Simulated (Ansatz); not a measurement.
Consider SiO.

```cif
data_structure
_symmetry_space_group_name_H-M 'P 1'
_symmetry_Int_Tables_number 1
_cell_length_a 4.8673
_cell_length_b 4.8673
_cell_length_c 4.8673
_cell_angle_alpha 90.000
_cell_angle_beta 90.000
_cell_angle_gamma 90.000
_cell_volume 115.31
loop_
_atom_site_label
_atom_site_type_symbol
_atom_site_fract_x
_atom_site_fract_y
_atom_site_fract_z
_atom_site_occupancy
Si1 Si 0.75000 0.75000 0.25000 1
Si2 Si 0.25000 0.75000 0.75000 1
Si3 Si 0.25000 0.25000 0.25000 1
Si4 Si 0.75000 0.25000 0.75000 1
O1 O 0.50000 0.50000 0.00000 1
O2 O 0.00000 0.50000 0.50000 1
O3 O 0.00000 0.00000 0.00000 1
O4 O 0.50000 0.00000 0.50000 1
```

Space group F-43m; a generated structure, not necessarily the stable one; computed pressure about −3 GPa in this cell.

Level of theory: Ansatz 0.2.0, Kohn-Sham DFT of a periodic cell, PBEsol0, Ansatz PAW.

### What can the converged valence pseudo-density and electron localisation function tell about the bonding?

Si–O (2.11 Å): ρ is about 0.48 e/Å³ halfway; the ELF peaks at about 0.85 in the valence shell of O, 0.6 Å from its nucleus, and drops to about 0.50 between the two atoms.

### Does the calculation make it a metal, or give it a gap?

It is gapped, with a Kohn–Sham gap of 0.85 eV on the k-point mesh (the band edges may lie off the mesh, which would make the gap smaller).

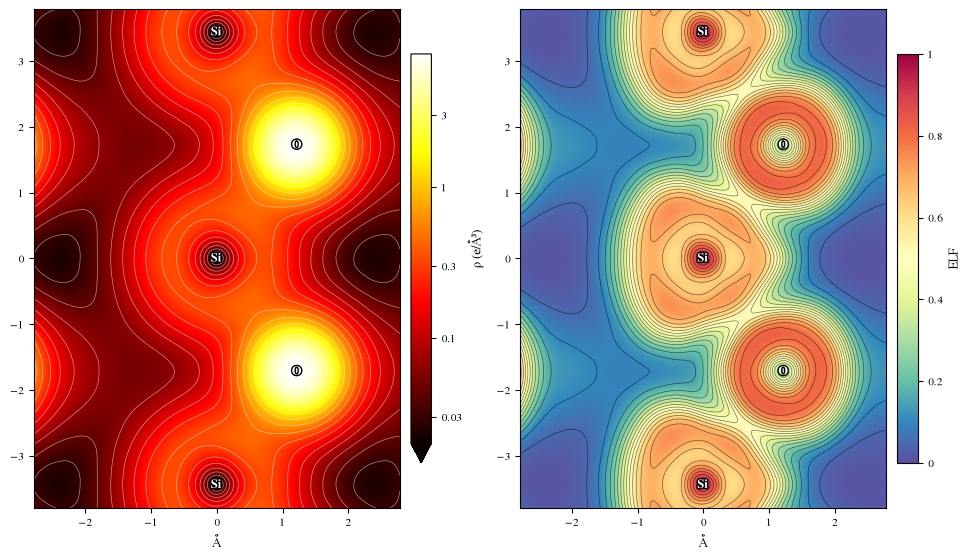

Computed valence pseudo-density and electron localisation function on the (110) plane of the conventional cell, in this order. 

Core electrons are frozen (PAW), and the valence fields are smoothed inside the atomic spheres.
